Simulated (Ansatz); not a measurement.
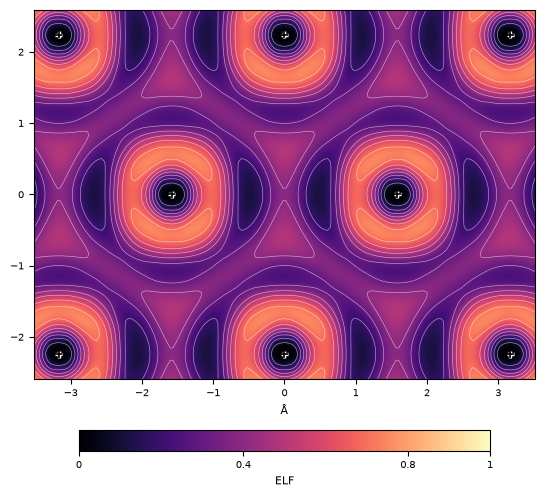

The electron localisation function on a plane through atoms (crosses mark nuclei in the plane).

These are results of DFT r2SCAN, scalar-relativistic, plane waves, PAW (Ansatz), not measurements.

Candidates:
A. Ni$_{2}$Ge, a = 3.98 Å, b = 3.98 Å, c = 5.04 Å, α = 90.00°, β = 90.00°, γ = 120.00°. Space group P6₃/mmc; a structure from a database of computed crystals, not necessarily the ambient phase; computed without spin polarisation.
B. W, a = 3.17 Å, b = 3.17 Å, c = 3.17 Å, α = 90.00°, β = 90.00°, γ = 90.00°. Space group Im-3m.

Which candidate gave the map?

Answer. Candidate B: W on the (011) plane of the conventional cell, which holds W. W–W (2.74 Å): the ELF is about 0.40 at the midpoint.
